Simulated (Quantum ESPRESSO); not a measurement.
# BN (Qingsongite, F-43m): the B K absorption edge, part 4 of 4

Aim: the near-edge shape at the B K edge of BN (Qingsongite, F-43m), and what the core hole does to it.

Quantum ESPRESSO 7.5; X-ray absorption near-edge structure, plane-wave PAW LDA, one-electron final states by a Lanczos continued fraction.

So far. Step 11 (Spectrum with FCH, other settings, B atom 2): The first core-hole run, which has the sound setting, is the one that is kept. Step 13 (Excitation energy, B atom 2): The total-energy difference is 196.03 eV. With the free-atom term of -5.56 eV for this edge, the photon energy is 190.47 eV.

### 16. Spectrum with HCH, B atom 2

Changed against the first core-hole run: core hole from full to half.

The input, xspectra.in:

```
&input_xspectra
   calculation='xanes_dipole', edge='K'
   prefix='x', outdir='tmp', xiabs=2, xe0=13.0895
   xonly_plot=.false., x_save_file='xanes.sav'
   xniter=3000, xcheck_conv=20, xerror=0.005
   xcoordcrys=.false., xepsilon(1)=1, xepsilon(2)=0, xepsilon(3)=0
/
&plot
   xnepoint=413, xemin=-10, xemax=45, terminator=.true., cut_occ_states=.true.
   xgamma=0.4
/
&pseudos
   filecore='../B.wfc'
/
&cut_occ
   cut_desmooth=0.1, cut_stepl=0.05, cut_stepu=0.05, cut_ierror=1e-5
/
6 6 6 0 0 0
```

On the command line:

```bash
> OMP_NUM_THREADS=1 mpirun --oversubscribe --bind-to none -np 8 xspectra.x -nk 8 -in xspectra.in > xspectra.out
```

The log of the run:

```text
     [... banner and references ...]
Reading input_file

     calculation: xanes_dipole

     xepsilon  [cartesian coordinates]:   1.000000   0.000000   0.000000

     xonly_plot: FALSE
        => complete calculation: Lanczos + spectrum plot

     filecore (core-wavefunction file): ../B.wfc

     main plot parameters:
        cut_occ_states: TRUE
        gamma_mode:  constant
        -> using xgamma [eV]:  0.40
        xemin [eV]: -10.00
        xemax [eV]:  45.00
        xnepoint:  413
        xe0 [eV]:  13.089500 (energy zero read in input file)

[...]
Results of STEP 1 successfully written in x_save_file
     x_save_file name:
     ->  xanes.sav
     x_save_file version:  2

     ... End STEP 1 ...

     ... Begin STEP 2 ...

     The spectrum is calculated using the following parameters:
        xe0 [eV]:   13.0895
        the occupied states are elimintate from the spectrum
        xemin [eV]: -10.00
        xemax [eV]:  45.00
        xnepoint:  413
        constant broadening parameter [eV]:    0.400
        Core level energy [eV]:  -188.0
         (from electron binding energy of neutral atoms in X-ray data booklet)

     Cross-section successfully written in xanes.dat

     ... End STEP 2 ...

                                END JOB XSpectra
```

The job ended after 58 s (8 MPI ranks of Arm Neoverse V2, shared host; peak memory 0.09 GiB; 7.8 min of CPU time).

```csv
E (eV),first run,this run
-2.0,0.09,0.05
-1.0,0.15,0.08
0.0,0.42,0.16
1.0,1.60,0.43
2.0,2.18,1.01
3.0,2.59,1.54
4.0,2.87,2.14
5.0,1.63,2.32
6.0,1.27,2.28
7.0,0.82,1.55
8.0,0.71,1.25
9.0,0.69,1.02
10.0,0.79,1.19
11.0,0.55,1.08
12.0,0.43,0.67
13.0,0.27,0.37
14.0,0.28,0.35
15.0,0.43,0.53
16.0,0.34,0.37
17.0,0.35,0.35
18.0,0.42,0.40
19.0,0.62,0.47
20.0,1.54,1.31
21.0,1.64,2.63
22.0,0.59,1.35
23.0,0.27,0.50
24.0,0.21,0.34
25.0,0.14,0.21
26.0,0.15,0.21
27.0,0.13,0.17
28.0,0.19,0.26
29.0,0.32,0.44
30.0,0.24,0.29
31.0,0.11,0.13
32.0,0.10,0.13
```

The scaled spectrum changes by 52 % r.m.s. The highest intensity below 16 eV goes from 3.6 eV (3.28) to 4.4 eV (2.52).

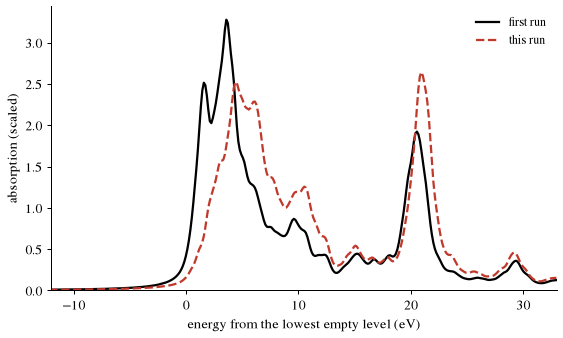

The effect of the change (core hole from full to half).

### 17. Cell without a hole, the energy reference

The cell and mesh change for the next run, so it gets a reference energy of its own.

The input, scf.in:

```
&control
   calculation='scf', prefix='x', pseudo_dir='../pp', outdir='tmp', tprnfor=.true.
/
&system
   ibrav=0, nat=2, ntyp=2, nbnd=8
   ecutwfc=57, ecutrho=370
   occupations='fixed'
/
&electrons
   conv_thr=2.0e-08, electron_maxstep=120
   mixing_beta=0.5
/
ATOMIC_SPECIES
N 1.0 N.lda-n-kjpaw.UPF
B 1.0 B.lda-n-kjpaw.UPF
CELL_PARAMETERS angstrom
  0.00000000 1.80750000 1.80750000
  1.80750000 0.00000000 1.80750000
  1.80750000 1.80750000 0.00000000
ATOMIC_POSITIONS crystal
N    0.75000000 0.75000000 0.75000000
B    0.00000000 0.00000000 0.00000000
K_POINTS automatic
8 8 8 0 0 0
```

On the command line:

```bash
> OMP_NUM_THREADS=1 mpirun --oversubscribe --bind-to none -np 8 pw.x -nk 8 -in scf.in > scf.out
```

The log of the run:

```text
     [... banner and references ...]
[banner, memory and clock lines left out]
using ibrav=0 with symmetry is DISCOURAGED, use correct ibrav instead

     G-vector sticks info

     bravais-lattice index     =            0
     lattice parameter (alat)  =       4.8305  a.u.
     unit-cell volume          =      79.7006 (a.u.)^3
     number of atoms/cell      =            2
     number of atomic types    =            2
     number of electrons       =         8.00
[...]
xc contribution           =      -8.85833949 Ry
     ewald contribution        =     -26.34078590 Ry
     one-center paw contrib.   =     -11.96986561 Ry

     convergence has been achieved in   7 iterations

     Forces acting on atoms (cartesian axes, Ry/au):

     atom    1 type  1   force =     0.00000000   -0.00000000    0.00000000
     atom    2 type  2   force =    -0.00000000    0.00000000   -0.00000000

     Total force =     0.000000     Total SCF correction =     0.000000

     XML data file, charge density, pseudopotentials, collected wavefunctions
[key lines of the parts left out:]
!    total energy              =     -38.61231159 Ry
```

It took 1.2 s on 8 MPI ranks; peak memory 0.05 GiB; 8.4 s of CPU time.

### 18. Cell with FCH, B atom 2

A smaller cell brings the holes closer; here they are 2.6 Å apart.

Changed against the first core-hole run: supercell atoms from 16 to 2.

Edit scf.in of step 17 so:

```diff
@@ -7,2 +7,3 @@
    occupations='fixed'
+   tot_charge=1
 /
@@ -14,3 +15,3 @@
 N 1.0 N.lda-n-kjpaw.UPF
-B 1.0 B.lda-n-kjpaw.UPF
+Bh 1.0 B.lda-n-kjpaw-1sch.UPF
 CELL_PARAMETERS angstrom
@@ -21,3 +22,3 @@
 N    0.75000000 0.75000000 0.75000000
-B    0.00000000 0.00000000 0.00000000
+Bh   0.00000000 0.00000000 0.00000000
 K_POINTS automatic
```

The log of the run:

```text
     [... banner and references ...]
[banner, memory and clock lines left out]
using ibrav=0 with symmetry is DISCOURAGED, use correct ibrav instead

     G-vector sticks info

     bravais-lattice index     =            0
     lattice parameter (alat)  =       4.8305  a.u.
     unit-cell volume          =      79.7006 (a.u.)^3
     number of atoms/cell      =            2
     number of atomic types    =            2
     number of electrons       =         8.00
[...]
ewald contribution        =     -32.21273447 Ry
     one-center paw contrib.   =      -9.40479556 Ry

     convergence has been achieved in   6 iterations

     negative rho (up, down):  3.214E-05 0.000E+00

     Forces acting on atoms (cartesian axes, Ry/au):

     atom    1 type  1   force =    -0.00000000   -0.00000000    0.00000000
     atom    2 type  2   force =     0.00000000    0.00000000   -0.00000000

     Total force =     0.000000     Total SCF correction =     0.000000

     XML data file, charge density, pseudopotentials, collected wavefunctions
[key lines of the parts left out:]
!    total energy              =     -41.74743490 Ry
```

The job ended after 1.1 s (8 MPI ranks; peak memory 0.05 GiB; 8.1 s of CPU time).

### 19. Spectrum with FCH, B atom 2

Changed against the first core-hole run: supercell atoms from 16 to 2.

Edit xspectra.in of step 16 so:

```diff
@@ -2,3 +2,3 @@
    calculation='xanes_dipole', edge='K'
-   prefix='x', outdir='tmp', xiabs=2, xe0=13.0895
+   prefix='x', outdir='tmp', xiabs=2, xe0=12.4443
    xonly_plot=.false., x_save_file='xanes.sav'
@@ -17,2 +17,2 @@
 /
-6 6 6 0 0 0
+11 11 11 0 0 0
```

On the command line:

```bash
> OMP_NUM_THREADS=1 mpirun --oversubscribe --bind-to none -np 8 xspectra.x -nk 8 -in xspectra.in > xspectra.out
```

The log of the run:

```text
     [... banner and references ...]
Reading input_file

     calculation: xanes_dipole

     xepsilon  [cartesian coordinates]:   1.000000   0.000000   0.000000

     xonly_plot: FALSE
        => complete calculation: Lanczos + spectrum plot

     filecore (core-wavefunction file): ../B.wfc

     main plot parameters:
        cut_occ_states: TRUE
        gamma_mode:  constant
        -> using xgamma [eV]:  0.40
        xemin [eV]: -10.00
        xemax [eV]:  45.00
        xnepoint:  413
        xe0 [eV]:  12.444300 (energy zero read in input file)

[...]
Results of STEP 1 successfully written in x_save_file
     x_save_file name:
     ->  xanes.sav
     x_save_file version:  2

     ... End STEP 1 ...

     ... Begin STEP 2 ...

     The spectrum is calculated using the following parameters:
        xe0 [eV]:   12.4443
        the occupied states are elimintate from the spectrum
        xemin [eV]: -10.00
        xemax [eV]:  45.00
        xnepoint:  413
        constant broadening parameter [eV]:    0.400
        Core level energy [eV]:  -188.0
         (from electron binding energy of neutral atoms in X-ray data booklet)

     Cross-section successfully written in xanes.dat

     ... End STEP 2 ...

                                END JOB XSpectra
```

It took 6.7 s on 8 MPI ranks; peak memory 0.11 GiB.

These settings depart from the first run's and aren't meant as converged.

Against the first run the r.m.s. difference is 60 %. The highest intensity below 16 eV goes from 3.6 eV (3.28) to 3.7 eV (2.08).

```csv
E (eV),first run,this run
-2.0,0.09,0.05
-0.5,0.23,0.12
1.0,1.60,0.61
2.5,2.15,1.35
4.0,2.87,2.04
5.5,1.37,1.75
7.0,0.82,1.70
8.5,0.67,1.68
10.0,0.79,0.49
11.5,0.42,0.13
13.0,0.27,0.11
14.5,0.35,0.30
16.0,0.34,0.42
17.5,0.34,0.98
19.0,0.62,1.57
20.5,1.91,0.34
22.0,0.59,0.30
23.5,0.23,0.19
25.0,0.14,0.15
26.5,0.14,0.13
28.0,0.19,0.20
29.5,0.35,0.31
31.0,0.11,0.12
```

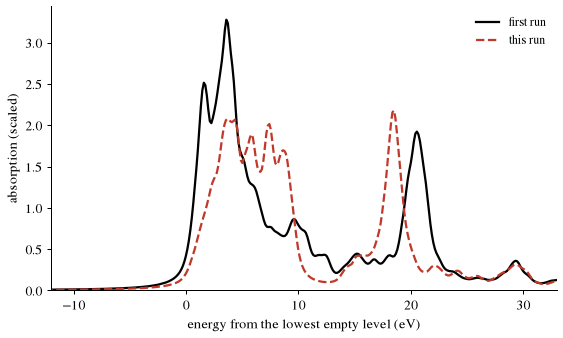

This run beside the first core-hole run.

### 20. With and without the hole

Both curves are counted from their own zero, so only the shift of weight within the empty states shows.

```csv
E (eV),no hole,FCH
-2.0,0.03,0.09
-1.0,0.05,0.15
0.0,0.09,0.42
1.0,0.19,1.60
2.0,0.35,2.18
3.0,0.60,2.59
4.0,1.03,2.87
5.0,1.54,1.63
6.0,1.93,1.27
7.0,2.01,0.82
8.0,1.86,0.71
9.0,1.29,0.69
10.0,1.82,0.79
11.0,1.52,0.55
12.0,1.83,0.43
13.0,0.78,0.27
14.0,0.53,0.28
15.0,0.68,0.43
16.0,0.55,0.34
17.0,0.34,0.35
18.0,0.41,0.42
19.0,0.35,0.62
20.0,0.84,1.54
21.0,2.32,1.64
22.0,3.54,0.59
23.0,1.40,0.27
24.0,0.82,0.21
25.0,0.44,0.14
26.0,0.30,0.15
27.0,0.32,0.13
28.0,0.32,0.19
29.0,0.66,0.32
30.0,0.42,0.24
31.0,0.17,0.11
32.0,0.18,0.10
```

With each curve scaled to its own mean, the area from −2 to 6 eV with the hole is 12.3 against 4.7, and the centre of weight from −1 to 20 eV moves by -2.6 eV: the hole pulls the absorber's empty states down.

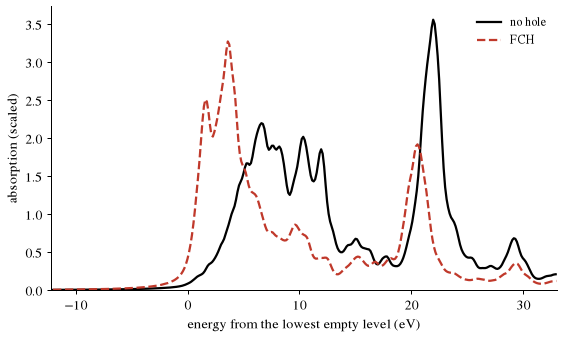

The B K edge with and without the core hole, each from its own zero; the highest intensity below 16 eV lies at 3.6 eV with the hole.

### 21. Runs not followed above

These runs aren't followed: redraws of a spectrum that repeat one shown, runs with a planted fault or a state judged unsound, or a program's part that gave no sound spectrum.

| program | step | status | elapsed |
| --- | --- | --- | --- |
| Quantum ESPRESSO | spectrum with FCH, other settings | converged | 16 s |

### 22. What came out

| Item | Value |
| --- | --- |
| absorber and edge | B K, atom 2 of the ground-state input (counted from 1) |
| surroundings | 4 N at 1.57 Å (tetrahedral, site symmetry -43m) |
| highest intensity below 16 eV | 3.6 eV above the zero, height 3.28 |
| photon energy of the zero, with the added terms | 189.7 eV (raw 195.2 eV; LDA puts this hole about 2 eV below PBE, itself good to a few eV) |

The B K edge of atom 2, with 4 N at 1.57 Å (tetrahedral, site symmetry -43m), has its highest intensity of the first 16 eV at 3.6 eV above the zero, near 193 eV in photon energy (LDA puts this hole about 2 eV below PBE, itself good to a few eV), 3.3 times the mean level of the first 20 eV (Lorentzian half width 0.4 eV). With each curve scaled to its own mean, the area from −2 to 6 eV with the hole is 12.3 against 4.7, and the centre of weight from −1 to 20 eV moves by -2.6 eV: the hole pulls the absorber's empty states down. The neutral-cell energy lies +0.8 eV from the charged-cell zero, a gap made of the charged-cell error and of where the added electron settles. Changing the core hole from full to half alters the shape by 52 % r.m.s., so the choice matters here. A cell with holes 2.6 Å apart changes the curve by 60 % r.m.s. (58 % after the best shift). The holes are only 5.1 Å apart, so the shape is probably not converged with cell size; no larger cell was run here. Lifetime broadening is put in by hand, and intensities beyond about 20 eV depend on it and on the partial waves; weight that the partial waves miss at high energy is lost. The structure is a published determination, not relaxed.

[Banner, clock and machine lines of the logs are left out without a mark of their own.]

[Logs are printed without paths, hosts, clocks, repeated set-up lines and the standing remarks that a program may print on its own settings, such as how far it seeks lower states.]

[Hosts, paths, dates, database ids (printed as entryN), source tags and the programs' standing remarks are cut or masked in the printed files.]

[Lists of maxima count a maximum above −3 eV only where it reaches 4 % of the highest in the window and stands out from its surroundings by 2 % of it (1.5 % where it reaches 55 %); shoulders and weaker maxima are passed over, and of the rest the first, up to two pre-edge ones and the few strongest are named.]
